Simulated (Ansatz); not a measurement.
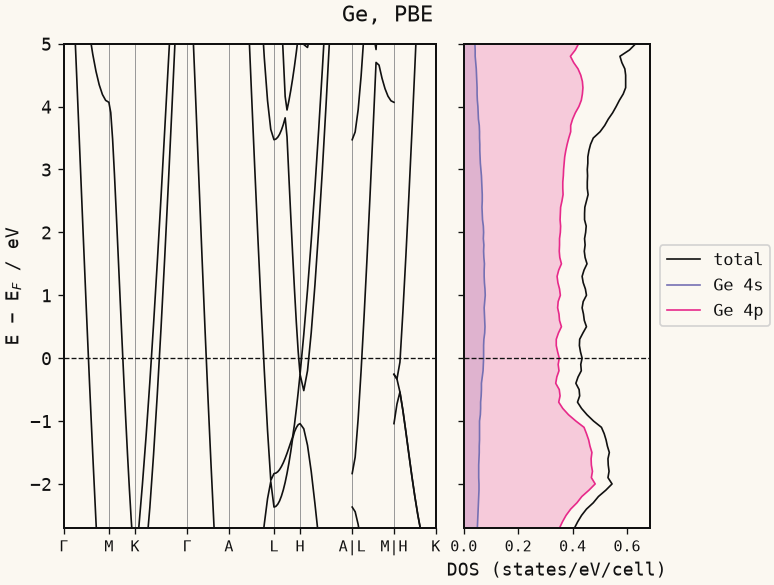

Band structure and density of states. Energies are counted from the Fermi level. The partial curves are projected on Löwdin-orthogonalised atomic shells.

Which Bravais lattice do the labels of the path belong to?

Answer. A hexagonal (primitive) lattice: the path Γ–M–K–Γ–A–L–H–A|L–M|H–K runs through the special points of its Brillouin zone.

System: Ge, space group P6/mmm (No. 191), 1 atom in the cell.

Level of theory: DFT PBE, scalar-relativistic, plane waves, PAW, no spin polarisation, 24×24×20 k mesh, 420 eV cutoff, Gaussian smearing of 0.1 eV; code Ansatz 0.2.0.

Metal, semiconductor or insulator?

Answer. A metal: 3 bands cross the Fermi level along this path.

What carries the states at the Fermi level?

Answer. By projected weight, the states within 0.3 eV of the Fermi level are Ge 4p (85 %) and Ge 4s (15 %).

On which lines of the path do bands cross the Fermi level?

Answer. Bands cross the Fermi level on every line of the path.

What is the density of states at the Fermi level?

Answer. The density of states at the Fermi level is about 0.43 per eV and cell (mean within 0.25 eV).

The structure is an invented one, so it need not be a known or stable phase. The starting guess was a poor one.
